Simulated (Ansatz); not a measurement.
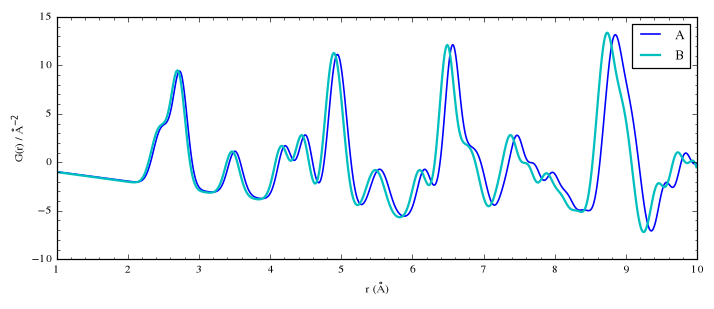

Each curve is a calculated X-ray PDF: distances of the static structure, each pair weighted by the product of the atomic numbers (X-ray weights at Q = 0), broadened by Gaussians with σ = 0.10 Å. No termination ripples are included. Both curves are of Cu in space group P6/mmm, for two cells of different size. A: coordinates from a relaxation with DFT, BLYP, plane waves (420 eV) with PAW, scalar-relativistic (Ansatz); the starting structure was generated, so it need not be a known form of this composition; B: the end point of a relaxation with DFT, revPBE, plane waves (420 eV) with PAW, scalar-relativistic in Ansatz 0.2.0; the starting structure was generated, so it need not be a known form of this composition.

**Which cell is the larger, and by how much?**

Cell A is larger: the volume of B is 3.4 % below that of A (12.94 and 12.50 Å³ per atom), a mean linear change of -1.2 %. The shortest distance is 2.431 Å in A and 2.403 Å in B.

**Give both cells.**

Cell A: a = 4.211 Å, b = 4.211 Å, c = 2.528 Å, α = 90.00°, β = 90.00°, γ = 120.00°
Cell B: a = 4.162 Å, b = 4.162 Å, c = 2.500 Å, α = 90.00°, β = 90.00°, γ = 120.00°
